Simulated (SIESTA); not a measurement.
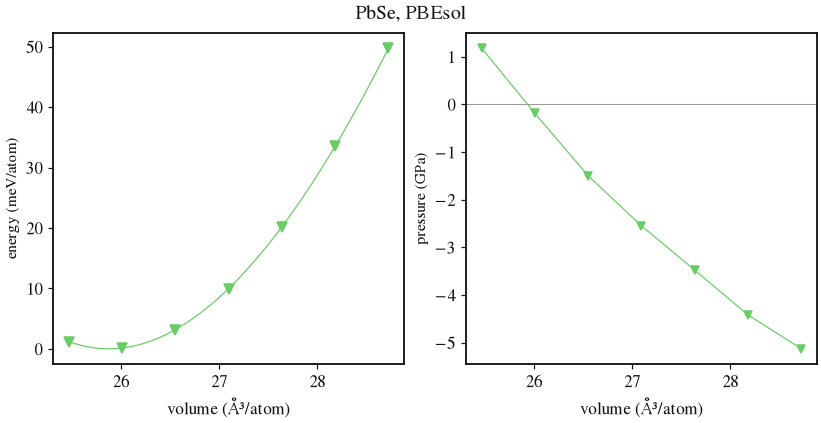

The plot gives the computed energy and pressure against volume for PbSe, space group Pm-3m (No. 221).

Cell as given: a = 3.784 Å, b = 3.784 Å, c = 3.784 Å, α = 90.00°, β = 90.00°, γ = 90.00°; 2 atoms.

Calculation (SIESTA 5.4.2): DFT in numerical atomic orbitals with pseudopotentials, no spin polarisation; energies at scaled volumes of the given cell, shape and fractions fixed, counted from the fit's minimum, third-order Birch-Murnaghan fit. Level: PBEsol.

- k mesh: 7×7×7
- occupations: Fermi–Dirac
- smearing width: 0.05 eV
- potentials: PseudoDojo 0.4 standard, converted to PSML, two zetas on semicore shells
- program settings: basis DZP, mesh cutoff 500 Ry

The numbers behind the figure:

| volume (Å³/atom) | energy (meV/atom) | pressure (GPa) |
| --- | --- | --- |
| 25.47 | 1.18 | 1.18 |
| 26.01 | 0.22 | −0.19 |
| 26.56 | 3.07 | −1.50 |
| 27.10 | 9.97 | −2.55 |
| 27.64 | 20.22 | −3.48 |
| 28.18 | 33.53 | −4.42 |
| 28.72 | 49.75 | −5.13 |

Note: mulliken charges of long orbitals; spin-orbit coupling left out, heavy elements.
